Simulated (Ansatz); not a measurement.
# SiC2: a trial structure relaxed, part 2 of 2

The task: take a trial cell of SiC2 to zero force and stress.

Ansatz 0.2.0; DFT PBE, scalar-relativistic, plane waves, PAW. Earlier steps stand in the parts before.

### Step 5. Spin check on a coarse mesh

The input, input.yaml:

```yaml
crystal:
  lattice:
    - [1.4560370494, 0.8406433824, 3.6402794631]
    - [-1.4560370494, 0.8406433824, 3.6402794631]
    - [0.0, -1.6812867649, 3.6402794631]
  atoms:
    - { symbol: Si, position: [0.0, 0.0, 0.0] }
    - { symbol: C, position: [0.4381728425, 0.4381728425, 0.4381728425], spin: 1.0 }
    - { symbol: C, position: [0.5618271575, 0.5618271575, 0.5618271575], spin: 1.0 }
basis:
  ecutwfc: 420
kpoints:
  mp_grid: { grid: [6, 6, 6] }
hamiltonian:
  xc: pbe
scf:
  occupations: { method: gaussian, width: 0.1 }
  lower_state_search: "off"
output:
  forces: true
  stress: true
  eigenvalues: true
  populations: true
magnetization:
  spin_polarized: true
```

Started as:

```
$ ansatz run input.yaml --threads 1 --pin off --max-ram 2560MiB --backend cpu --events-out ev --progress --plain --runs-dir out
```

The log of the run, shortened:

```text
[...]
SCF converged after 14 iterations
Magnetization: -0.0000 μB (6.0000 up, 6.0000 down)
Absolute magnetization: 0.0000 μB (∫|ρ↑−ρ↓|, with the PAW one-centre terms)
Spin contamination: 0.0000 ħ² per cell (⟨S²⟩ above its minimum at these occupations)
[...]
        0.000000       0.000000       0.011151
  P = ⅓ Tr σ = 0.0695 GPa (0.695 kbar)
--- Band table (eV; the first three rows and the last of 64) ---
  k-point 0 ↑: bands = ["-6.9280", "0.9371", "2.2582", "9.2344", "9.2344", "13.0893", "13.0893", "17.6374", "18.4841", "19.0644", "19.0644"]
[...]
--- Löwdin populations: 3 sites ---
  site symbol       q [e]    m [muB]
     0     Si      2.9937    -0.0000
     1      C      4.4434    -0.0000
     2      C      4.4434    -0.0000
  spilling = 0.009962 (of n_electrons = 12.000000)
```

Wall time 4.3 s (1 thread of Intel Xeon at 2.70GHz, shared host); peak memory 0.3 GiB.

By site:

| atom | Löwdin electrons |
| --- | --- |
| Si1 | 2.99 |
| C2 | 4.44 |
| C3 | 4.44 |

The same cell is solved with trial moments on C. The largest site moment that stays is 0.00 μB and the cell's total 0.00 μB. The workflow keeps spin only above 0.25 μB on a site, so the next run goes without spin.

### Step 6. Final relaxation

The end of the coarse run is made exact in the group found at a tolerance of 0.06 Å and reduced to its primitive cell.

The input, input.yaml:

```yaml
crystal:
  lattice:
    - [1.4560370494, 0.8406433824, 3.6402794631]
    - [-1.4560370494, 0.8406433824, 3.6402794631]
    - [0.0, -1.6812867649, 3.6402794631]
  atoms:
    - { symbol: Si, position: [0.0, 0.0, 0.0] }
    - { symbol: C, position: [0.4381728425, 0.4381728425, 0.4381728425] }
    - { symbol: C, position: [0.5618271575, 0.5618271575, 0.5618271575] }
basis:
  ecutwfc: 420
kpoints:
  mp_grid: { grid: [18, 18, 18] }
hamiltonian:
  xc: pbe
scf:
  occupations: { method: gaussian, width: 0.1 }
output:
  forces: true
  stress: true
  eigenvalues: true
  write_density: true
  write_potential: true
  elf: true
  volumetric_format: npy
relax:
  adjacent_minimum: "off"
  f_tol: 0.01
  max_steps: 80
  cell: { stress_tol: 0.05 }
```

Started as:

```
$ ansatz run input.yaml --threads 1 --pin off --max-ram 2560MiB --backend cpu --events-out ev --progress --plain --runs-dir out
```

The log of the run:

```text
Warning: RAYON_NUM_THREADS=1 ignored (pool sized by the plan → 1); use --threads N
Engine: ansatz 0.2.0, x86_64-unknown-linux-gnu
Pseudopotentials: kind: paw
Pseudopotential: Si, paw, valence charge 4, recommended cutoff 420 eV (normal), Si.paw.azcp
Pseudopotential: C, paw, valence charge 4, recommended cutoff 420 eV (normal), C.paw.azcp
Functional definition: PBE
  parameter kappa = 0.804
  parameter beta = 0.06672455060314922
  exchange = pbe_x(kappa = kappa, mu = beta*pi^2/3)
  correlation = pbe_c(beta = beta)
Crystal: 3 atoms, lattice volume = 26.734 Å³
Basis set: ecut = 420 eV, 529 PW (Γ), exchange–correlation on 54×54×54 points (8 copies of the dense FFT grid, shifted against one another)
Bands: 10, of which v1, the nominal top of the filled ones, is band 6 counted from 1 (5 counted from 0)
Symmetry: 12 space group operations
Space group: R-3m (ITA 166), of the structure as read, at distance tolerance 3.0e-5 Å
k-points: 580 of 5832
Non-local potential: Si, projectors of the file, l = 0: 2, l = 1: 2, l = 2: 2
Non-local potential: C, projectors of the file, l = 0: 2, l = 1: 2, l = 2: 1
PAW form: soft (Blöchl's): semilocal exchange-correlation on the pseudo side does not see the compensation charge
PAW one-centre angular grid: Si, 110 points (default); XC on 64 Gauss nodes
PAW one-centre angular grid: C, 110 points (default); XC on 64 Gauss nodes
Initial density: superposition of atomic densities (neutral atoms: chi_scale 0, normalization atom), corrected by the library's trained network
Initial wavefunctions: pseudopotential atomic-orbital guess
Functional: x = pbe(κ = 0.804, μ = 0.2195149727645171), c = pbe(β = 0.06672455060314922)
SCF iter   1: F=—  HF=-1135.907785 eV  |F-HF|=—  |Δ(HF+E_count)|=         —  Δρ=5.45e-3  dr2=3.94e-3  ethr=1.77e-3  ⟨swp⟩=5.3  Hψ=41304  notcnv=0
preconditioner: auto → none  [metal: Δε(μ)=0.021 eV  Ē_g=13.398 eV  σ=0.100 eV  W_gap=0.12  n_scr=2 (ndim 8)  ℏωp=24.9 eV  f_vac=0.000  D(μ)=0.57/eV (n_scr^D=2)  sad-step TF]
SCF iter   2: F=—  HF=-1135.908751 eV  |F-HF|=—  |Δ(HF+E_count)|=   9.67e-4  Δρ=3.21e-3  dr2=1.54e-3  ethr=3.28e-5  ⟨swp⟩=1.3  Hψ=10857  notcnv=0
SCF iter   3: F=—  HF=-1135.909068 eV  |F-HF|=—  |Δ(HF+E_count)|=   3.17e-4  Δρ=1.77e-4  dr2=2.59e-6  ethr=1.28e-5  ⟨swp⟩=2.6  Hψ=8944  notcnv=0
SCF iter   4: F=—  HF=-1135.909077 eV  |F-HF|=—  |Δ(HF+E_count)|=   8.95e-6  Δρ=3.71e-5  dr2=1.60e-7  ethr=2.16e-8  ⟨swp⟩=2.1  Hψ=9137  notcnv=0
iter 5 did not close the SCF: its close was put off for the readings that it lacked (scf_convergence_deferred on its scf_iter line)
SCF iter   5: F=-1135.909077 eV  HF=-1135.909077 eV  |F-HF|=4.46e-9  |Δ(HF+E_count)|=   3.05e-7  Δρ=5.22e-6  dr2=4.59e-9  ethr=1.33e-9  ⟨swp⟩=2.0  Hψ=9150  notcnv=0
SCF iter   6: F=-1135.909077 eV  HF=-1135.909077 eV  |F-HF|=4.02e-10  |Δ(HF+E_count)|=   5.72e-9  Δρ=1.11e-6  dr2=6.17e-10  ethr=3.82e-11  ⟨swp⟩=6.3  Hψ=33071  notcnv=0
SCF 1 converged in 6 iterations: F = -1135.909077 eV  dr2 = 6.17e-10
relax step   1: F+E_penalty+E_count = -1135.90907750 eV  Δ(F+E_penalty+E_count) = +0.000e0 eV  max|allowed force component| = 2.229e-2 eV/Å  Δτ_max = 0.0000 Å  P = +0.106 GPa  Ω = 26.734 Å³  (6 SCF iters, dr2 threshold 1.00e-7 eV, accepted)
Crystal: 3 atoms, lattice volume = 26.818 Å³
Basis set: ecut = 420 eV, 523 PW (Γ), exchange–correlation on 54×54×54 points (8 copies of the dense FFT grid, shifted against one another)
Initial density: handed on by an earlier stage of this run
Initial wavefunctions: those handed on with the density
iter 1 solved again at ethr=1.73e-6 eV; its pass at ethr=3.10e-3 eV (dr2=2.08e-4 eV) is discarded
SCF iter   1: F=—  HF=-1135.910080 eV  |F-HF|=—  |Δ(HF+E_count)|=         —  Δρ=1.25e-3  dr2=2.58e-4  ethr=1.73e-6  ⟨swp⟩=2.8  Hψ=47385  notcnv=0
preconditioner: auto → none  [metal: Δε(μ)=0.003 eV  Ē_g=13.380 eV  σ=0.100 eV  W_gap=0.02  n_scr=2 (ndim 8)  ℏωp=24.8 eV  f_vac=0.000  D(μ)=0.60/eV (n_scr^D=2)]
SCF iter   2: F=—  HF=-1135.910043 eV  |F-HF|=—  |Δ(HF+E_count)|=   3.70e-5  Δρ=5.54e-4  dr2=3.29e-5  ethr=1.73e-6  ⟨swp⟩=2.5  Hψ=8516  notcnv=0
SCF iter   3: F=—  HF=-1135.910047 eV  |F-HF|=—  |Δ(HF+E_count)|=   3.60e-6  Δρ=1.16e-4  dr2=1.39e-6  ethr=2.74e-7  ⟨swp⟩=2.0  Hψ=8866  notcnv=0
iter 4 did not close the SCF: its close was put off for the readings that it lacked (scf_convergence_deferred on its scf_iter line)
SCF iter   4: F=-1135.910047 eV  HF=-1135.910047 eV  |F-HF|=8.36e-9  |Δ(HF+E_count)|=   5.07e-7  Δρ=1.38e-5  dr2=2.16e-8  ethr=1.16e-8  ⟨swp⟩=2.0  Hψ=8487  notcnv=0
iter 5 did not close the SCF: its close was put off for the readings that it lacked (scf_convergence_deferred on its scf_iter line)
SCF iter   5: F=-1135.910047 eV  HF=-1135.910047 eV  |F-HF|=4.23e-11  |Δ(HF+E_count)|=   1.10e-8  Δρ=1.03e-6  dr2=1.10e-10  ethr=1.80e-10  ⟨swp⟩=2.6  Hψ=9241  notcnv=0
SCF iter   6: F=-1135.910047 eV  HF=-1135.910047 eV  |F-HF|=3.41e-12  |Δ(HF+E_count)|=  5.16e-11  Δρ=1.31e-7  dr2=4.96e-12  ethr=1.00e-12  ⟨swp⟩=4.6  Hψ=27284  notcnv=0
SCF 2 converged in 6 iterations: F = -1135.910047 eV  dr2 = 4.96e-12
relax step   2: F+E_penalty+E_count = -1135.91004710 eV  Δ(F+E_penalty+E_count) = -9.696e-4 eV  max|allowed force component| = 3.595e-2 eV/Å  Δτ_max = 0.0038 Å  P = +0.462 GPa  Ω = 26.818 Å³  energy of the carried Pulay correction = -1.908e-4 eV  (6 SCF iters, dr2 threshold 3.00e-7 eV, accepted)
Crystal: 3 atoms, lattice volume = 26.815 Å³
iter 1 solved again at ethr=2.39e-7 eV; its pass at ethr=3.10e-3 eV (dr2=2.86e-5 eV) is discarded
SCF iter   1: F=—  HF=-1135.910542 eV  |F-HF|=—  |Δ(HF+E_count)|=         —  Δρ=4.31e-4  dr2=3.66e-5  ethr=2.39e-7  ⟨swp⟩=2.5  Hψ=44833  notcnv=0
preconditioner: auto → none  [metal: Δε(μ)=0.007 eV  Ē_g=13.376 eV  σ=0.100 eV  W_gap=0.04  n_scr=2 (ndim 8)  ℏωp=24.8 eV  f_vac=0.000  D(μ)=0.58/eV (n_scr^D=2)]
SCF iter   2: F=—  HF=-1135.910537 eV  |F-HF|=—  |Δ(HF+E_count)|=   4.74e-6  Δρ=1.86e-4  dr2=4.19e-6  ethr=2.39e-7  ⟨swp⟩=2.6  Hψ=9148  notcnv=0
iter 3 did not close the SCF: its close was put off for the readings that it lacked (scf_convergence_deferred on its scf_iter line)
SCF iter   3: F=-1135.910537 eV  HF=-1135.910537 eV  |F-HF|=5.17e-8  |Δ(HF+E_count)|=   4.51e-8  Δρ=4.37e-5  dr2=1.96e-7  ethr=3.49e-8  ⟨swp⟩=2.0  Hψ=9086  notcnv=0
iter 4 did not close the SCF: its close was put off for the readings that it lacked (scf_convergence_deferred on its scf_iter line)
SCF iter   4: F=-1135.910537 eV  HF=-1135.910537 eV  |F-HF|=1.53e-9  |Δ(HF+E_count)|=   6.40e-8  Δρ=5.71e-6  dr2=3.47e-9  ethr=1.64e-9  ⟨swp⟩=2.1  Hψ=8881  notcnv=0
iter 5 did not close the SCF: its close was put off for the readings that it lacked (scf_convergence_deferred on its scf_iter line)
SCF iter   5: F=-1135.910537 eV  HF=-1135.910537 eV  |F-HF|=6.59e-12  |Δ(HF+E_count)|=   1.79e-9  Δρ=4.95e-7  dr2=2.84e-11  ethr=2.89e-11  ⟨swp⟩=2.2  Hψ=9288  notcnv=0
SCF iter   6: F=-1135.910537 eV  HF=-1135.910537 eV  |F-HF|=4.55e-13  |Δ(HF+E_count)|=  1.05e-11  Δρ=8.85e-8  dr2=7.39e-13  ethr=1.00e-12  ⟨swp⟩=5.0  Hψ=26073  notcnv=0
SCF 3 converged in 6 iterations: F = -1135.910537 eV  dr2 = 7.39e-13
relax step   3: F+E_penalty+E_count = -1135.91053720 eV  Δ(F+E_penalty+E_count) = -4.901e-4 eV  max|allowed force component| = 2.072e-2 eV/Å  Δτ_max = 0.0015 Å  P = +0.152 GPa  Ω = 26.815 Å³  energy of the carried Pulay correction = -1.848e-4 eV  (6 SCF iters, dr2 threshold 3.00e-7 eV, accepted)
[... 13 lines left out ...]
relax step   4: F+E_penalty+E_count = -1135.91051582 eV  Δ(F+E_penalty+E_count) = +2.138e-5 eV  max|allowed force component| = 4.081e-2 eV/Å  Δτ_max = 0.0007 Å  P = +0.195 GPa  Ω = 26.822 Å³  energy of the carried Pulay correction = -2.002e-4 eV  (6 SCF iters, rejected (line search))
[... 11 lines left out ...]
relax step   5: F+E_penalty+E_count = -1135.91053406 eV  Δ(F+E_penalty+E_count) = +3.138e-6 eV  max|allowed force component| = 6.093e-3 eV/Å  Δτ_max = 0.0002 Å  P = +0.127 GPa  Ω = 26.821 Å³  energy of the carried Pulay correction = -1.977e-4 eV  (6 SCF iters, accepted)
[... 13 lines left out ...]
relax step   6: F+E_penalty+E_count = -1135.91050302 eV  Δ(F+E_penalty+E_count) = +3.103e-5 eV  max|allowed force component| = 7.249e-5 eV/Å  Δτ_max = 0.0001 Å  P = +0.002 GPa  Ω = 26.838 Å³  energy of the carried Pulay correction = -2.363e-4 eV  (6 SCF iters, accepted)
[... 16 lines left out ...]
relax step   7: F+E_penalty+E_count = -1135.91080477 eV  Δ(F+E_penalty+E_count) = -3.017e-4 eV  max|allowed force component| = 8.047e-5 eV/Å  Δτ_max = 0.0000 Å  P = +0.018 GPa  Ω = 26.838 Å³  stress off target by 5.28e-2 GPa  SCF on the basis re-selected at this cell (its energy is not comparable with the rows above)  (8 SCF iters)
[... 14 lines left out ...]
relax step   8: F+E_penalty+E_count = -1135.91079352 eV  Δ(F+E_penalty+E_count) = +1.124e-5 eV  max|allowed force component| = 9.843e-6 eV/Å  Δτ_max = 0.0001 Å  P = +0.001 GPa  Ω = 26.843 Å³  energy of the carried Pulay correction = -1.291e-5 eV  (6 SCF iters, accepted)
iter 1 solved again at ethr=5.91e-8 eV; its pass at ethr=3.10e-3 eV (dr2=7.09e-6 eV) is discarded
SCF iter   1: F=—  HF=-1135.910801 eV  |F-HF|=—  |Δ(HF+E_count)|=         —  Δρ=1.12e-6  dr2=6.88e-11  ethr=5.91e-8  ⟨swp⟩=3.3  Hψ=58590  notcnv=0
eigensolver tolerance schedule: the retry pair's looser diagonalisation over-reported the residual by 103021.38 of it (diagonalisation noise at an unbounded share of the residual, at the tolerance the schedule requests for it); recorded, not acted on — ethr = c·dr2/N_el stays at c = 1.0e-1
SCF iter   2: F=—  HF=-1135.910804 eV  |F-HF|=—  |Δ(HF+E_count)|=   3.63e-6  Δρ=5.69e-7  dr2=2.72e-11  ethr=1.00e-12  ⟨swp⟩=4.0  Hψ=13988  notcnv=0
iter 3 did not close the SCF: its close was put off for the readings that it lacked (scf_convergence_deferred on its scf_iter line)
SCF iter   3: F=-1135.910804 eV  HF=-1135.910804 eV  |F-HF|=1.43e-11  |Δ(HF+E_count)|=  1.77e-11  Δρ=3.40e-7  dr2=6.90e-12  ethr=1.00e-12  ⟨swp⟩=1.0  Hψ=5800  notcnv=0
iter 4 did not close the SCF: its close was put off for the readings that it lacked (scf_convergence_deferred on its scf_iter line)
SCF iter   4: F=-1135.910804 eV  HF=-1135.910804 eV  |F-HF|=0.00e0  |Δ(HF+E_count)|=  1.59e-11  Δρ=3.36e-8  dr2=1.46e-13  ethr=1.00e-12  ⟨swp⟩=1.0  Hψ=5800  notcnv=0
iter 5 did not close the SCF: its close was put off for the readings that it lacked (scf_convergence_deferred on its scf_iter line)
SCF iter   5: F=-1135.910804 eV  HF=-1135.910804 eV  |F-HF|=4.55e-13  |Δ(HF+E_count)|=  4.55e-13  Δρ=1.37e-8  dr2=3.74e-14  ethr=1.00e-12  ⟨swp⟩=1.0  Hψ=5800  notcnv=0
iter 6 did not close the SCF: its close was put off for the readings that it lacked (scf_convergence_deferred on its scf_iter line)
SCF iter   6: F=-1135.910804 eV  HF=-1135.910804 eV  |F-HF|=0.00e0  |Δ(HF+E_count)|=    0.00e0  Δρ=7.78e-9  dr2=9.76e-15  ethr=1.00e-12  ⟨swp⟩=1.0  Hψ=5800  notcnv=0
SCF iter   7: F=-1135.910804 eV  HF=-1135.910804 eV  |F-HF|=0.00e0  |Δ(HF+E_count)|=    0.00e0  Δρ=2.06e-9  dr2=4.89e-16  ethr=1.00e-12  ⟨swp⟩=2.9  Hψ=18341  notcnv=0
SCF 9 converged in 7 iterations: F = -1135.910804 eV  dr2 = 4.89e-16
relax step   9: F+E_penalty+E_count = -1135.91080445 eV  Δ(F+E_penalty+E_count) = -1.093e-5 eV  max|allowed force component| = 1.194e-5 eV/Å  Δτ_max = 0.0000 Å  P = +0.001 GPa  Ω = 26.843 Å³  stress off target by 1.67e-3 GPa  SCF on the basis re-selected at this cell (its energy is not comparable with the rows above)  (7 SCF iters)
basis re-selected at this cell: Δ(F+E_penalty+E_count) = -1.093e-5 eV, ΔP = +0.000 GPa vs the last step (what re-selecting the basis moved, of the pressure what is left beyond the Pulay correction that the steps carried, after the strain that the cell walked since its last selection, with what the two solves' SCF thresholds leave and, on support functions, any second-order correction that the steps lacked; it is no measure of the basis error at this ecutwfc). This SCF's stress stands 1.67e-3 GPa from its target on what of the cell is left free (relax.cell.stress_tol is 5.00e-2 GPa) and its largest allowed force component is 1.19e-5 eV/Å (relax.f_tol is 1.00e-2 eV/Å): within both
SCF converged after 7 iterations
Free energy (F): -1135.910804 eV
Harris-Foulkes:  -1135.910804 eV  (|F-HF|=0.00e0)
Internal energy: -1135.907886 eV  (E = F + TS)
E sigma→0 (E₀):  -1135.909345 eV
Entropy (-TS):   -0.002918 eV (-0.973 meV/atom)
Fermi energy:    10.155045 eV
--- Per-component energies (eV) ---
  E_band       = 39.922275
  E_kinetic    = 223.066589
  E_local      = -177.274602  (includes V_loc(G=0)·N_el)
  E_nonlocal   = 78.756117
  E_hartree    = 49.130684
  E_xc         = -152.673715
  E_vxc        = -167.812825  (∫ρ·V_xc dr)
  E_paw        = -710.585964  (= ΣΔE_a)
  E_vpaw       = -15.074389  (= ΣTr[D̂ρ^β])
  E_aug_tail   = 0.000018  (compensation charges beyond the density's cutoff)
  E_ewald      = -446.327013
  E_smearing   = -0.002918  (= −TS)
  E_closure    = 0.000000  (closes the sum)
  Σ components = -1135.910804   (vs F -1135.910804, Δ=0.00e0)
--- Forces (eV/Å), atoms counted from 1 ---
  atom   1  Si    -0.00000000    -0.00000000     0.00000000
  atom   2  C     -0.00000000     0.00000000    -0.00001194
  atom   3  C      0.00000000    -0.00000000     0.00001194
  max |Σ_I F_I| component: 3.70e-17 eV/Å
--- Stress (GPa, compression-positive) ---
        0.001675      -0.000000      -0.000000
       -0.000000       0.001675       0.000000
       -0.000000       0.000000      -0.000469
  P = ⅓ Tr σ = 0.0010 GPa (0.010 kbar)
--- Band table (eV; the first three rows and the last of 580) ---
  k-point 0: bands = ["-6.9582", "0.9401", "2.3042", "9.1095", "9.1095", "12.9834", "12.9834", "17.4402", "18.3313", "18.9288"]
  k-point 1: bands = ["-6.9001", "0.9155", "2.3987", "8.8562", "9.0694", "12.6643", "12.8304", "17.5265", "18.5235", "18.9364"]
  k-point 2: bands = ["-6.7269", "0.8650", "2.6512", "8.1664", "8.9591", "11.9236", "12.4324", "17.4421", "18.5808", "19.5831"]
  k-point 579: bands = ["-5.0649", "-4.2676", "7.2806", "8.6912", "8.6912", "13.3517", "13.3517", "16.7312", "18.3003", "19.1145"]
--- Relaxed structure (7 steps of the walk, 6 accepted, 2 SCFs on fresh bases) ---
  F+E_penalty+E_count = -1135.91080445 eV   max|allowed force component| = 1.194e-5 eV/Å   (the final SCF, on the basis selected at the relaxed cell)
  cell:  # Å, volume = 26.8429 Å³
    - [1.4619140921577267, 0.8440364946227709, 3.6257249537264338]
    - [-1.4619140921577267, 0.8440364946227709, 3.6257249537264338]
    - [1.5076323518181565e-34, -1.6880729892953419, 3.625724953714841]
  atoms:
    - { symbol: Si, position: [-5.791233646564345e-21, -5.7912336465643366e-21, -5.7912336464312165e-21] }
    - { symbol: C, position: [0.4379885568589389, 0.4379885568589389, 0.4379885568589389] }
    - { symbol: C, position: [0.5620114431410609, 0.5620114431410609, 0.562011443141061] }
```

Run time: 2.3 min. Hardware: 1 thread of Intel Xeon at 2.70GHz, shared host; peak memory 0.51 GiB.

Step by step:

| step | E - E(step 1) (eV/cell) | largest force component (eV/Å) | pressure (GPa) | volume (Å³) |
| --- | --- | --- | --- | --- |
| 1 | 0.0000 | 0.0223 | 0.11 | 26.73 |
| 2 | -0.0010 | 0.0359 | 0.46 | 26.82 |
| 3 | -0.0015 | 0.0207 | 0.15 | 26.82 |
| 4 | -0.0014 | 0.0408 | 0.20 | 26.82 |
| 5 | -0.0015 | 0.0061 | 0.13 | 26.82 |
| 6 | -0.0014 | 0.0001 | 0.00 | 26.84 |
| 7 | -0.0017 | 0.0001 | 0.02 | 26.84 |
| 8 | -0.0017 | 0.0000 | 0.00 | 26.84 |
| 9 | -0.0017 | 0.0000 | 0.00 | 26.84 |

Step 1 is the start. Steps 7, 9 each repeat the geometry before them on a plane-wave basis chosen anew, so the energy can jump there without any move. Step 4 was tried and not accepted.

Lengths and angles in the start's conventional setting:

|  | before | after | change |
| --- | --- | --- | --- |
| a (Å) | 2.912 | 2.924 | +0.4 % |
| b (Å) | 2.912 | 2.924 | +0.4 % |
| c (Å) | 10.921 | 10.877 | -0.4 % |
| volume (Å³/atom) | 8.91 | 8.95 | +0.4 % |
| shortest distance (Å) | 1.350 | 1.349 | -0.1 % |
| space group (0.01 Å) | R-3m | R-3m | same |

Forces and stress were held to the start's 12 operations: a distortion of lower symmetry was not tested.

The maps below are laid out on this run's own conventional cell (a, b, c = 2.924, 2.924, 10.877 Å).

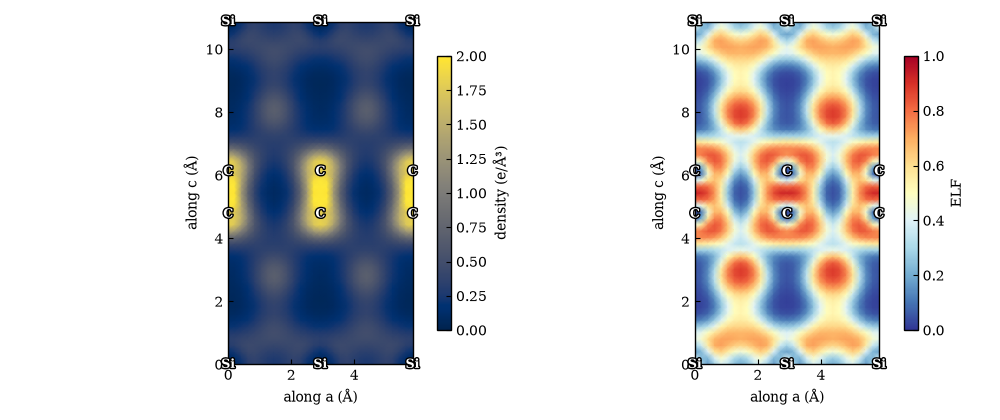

Density (left) and ELF (right) in a lattice plane of the grid's cell (edges 2.92 and 10.88 Å, at 0.000 of the third edge), which holds Si and C. Only atoms in the plane are labelled; the density scale stops at 2.00 e/Å³. Both are smooth fields of the valence electrons: close to the nuclei they are not physical.

Outside the cores ELF peaks at 0.92 on the C–C line, 0.7 Å from C; 0.88 on the C–Si line, 0.8 Å from C.

### Step 7. Changed: xc pbesol

The input, input.yaml:

```yaml
crystal:
  lattice:
    - [1.4619140922, 0.8440364946, 3.6257249537]
    - [-1.4619140922, 0.8440364946, 3.6257249537]
    - [0.0, -1.6880729893, 3.6257249537]
  atoms:
    - { symbol: Si, position: [0.0, 0.0, 0.0] }
    - { symbol: C, position: [0.4379885569, 0.4379885569, 0.4379885569] }
    - { symbol: C, position: [0.5620114431, 0.5620114431, 0.5620114431] }
basis:
  ecutwfc: 420
kpoints:
  mp_grid: { grid: [18, 18, 18] }
hamiltonian:
  xc: pbesol
scf:
  occupations: { method: gaussian, width: 0.1 }
output:
  forces: true
  eigenvalues: true
  stress: true
```

Started as:

```
$ ansatz run input.yaml --threads 1 --pin off --max-ram 2560MiB --backend cpu --events-out ev --progress --plain --runs-dir out
```

The log of the run, shortened:

```text
Warning: RAYON_NUM_THREADS=1 ignored (pool sized by the plan → 1); use --threads N
[...]
Pseudopotentials: kind: paw
Pseudopotential: Si, paw, valence charge 4, recommended cutoff 420 eV (normal), Si.paw.azcp
Pseudopotential: C, paw, valence charge 4, recommended cutoff 420 eV (normal), C.paw.azcp
Functional definition: PBEsol
[...]
Crystal: 3 atoms, lattice volume = 26.843 Å³
[...]
  atom   2  C     -0.00000000     0.00000000    -0.01908610
  atom   3  C      0.00000000    -0.00000000     0.01908610
[...]
--- Stress (GPa, compression-positive) ---
       -4.375074      -0.000000      -0.000000
       -0.000000      -4.375074      -0.000000
       -0.000000      -0.000000      -3.452105
  P = ⅓ Tr σ = -4.0674 GPa (-40.674 kbar)
--- Band table (eV; the first three rows and the last of 580) ---
  k-point 0: bands = ["-7.0202", "0.8620", "2.2827", "9.0540", "9.0540", "12.9270", "12.9270", "17.2797", "18.2096", "18.8139"]
[...]
```

Wall time 15 s (1 thread of Intel Xeon at 2.70GHz, shared host); peak memory 0.46 GiB.

| run | ending | energy change | pressure (GPa) | gap (eV) | force (eV/Å) | cycles | time |
| --- | --- | --- | --- | --- | --- | --- | --- |
| step 6 | converged | - | 0.0 | 0.00 | 0.00 | - | 2.3 min |
| variant | converged | not comparable | -4.1 | 0.00 | 0.02 | 6 | 15 s |

Total energies don't compare across a change of functional; the pressure goes from 0.0 to -4.1 GPa. At this fixed cell a lower pressure means that this functional prefers a smaller volume than the reference.

### Step 8. Outcome

This closing draws on all 2 parts. Changes of volume or cell count from the first structure of part 1.

```
                              quantity                                                                        value
symmetry at the end (tolerance 0.05 Å)                                                   space group R-3m (No. 166)
                     conventional cell  a = 2.924 Å, b = 2.924 Å, c = 10.877 Å, α = 90.00°, β = 90.00°, γ = 120.00°
                                volume                                                                 8.95 Å³/atom
              energy over the elements                                                                +0.60 eV/atom
                       gap on the mesh                                                                 none (metal)
```

**Reading.** The space group R-3m (No. 166) is kept, and the volume per atom grows by 13.0 % from the first guess. The formation energy is positive, so the separate elements lie lower. No finished test with a distortion of lower symmetry is shown, so the end may be a saddle point. Other magnetic orders were not searched.
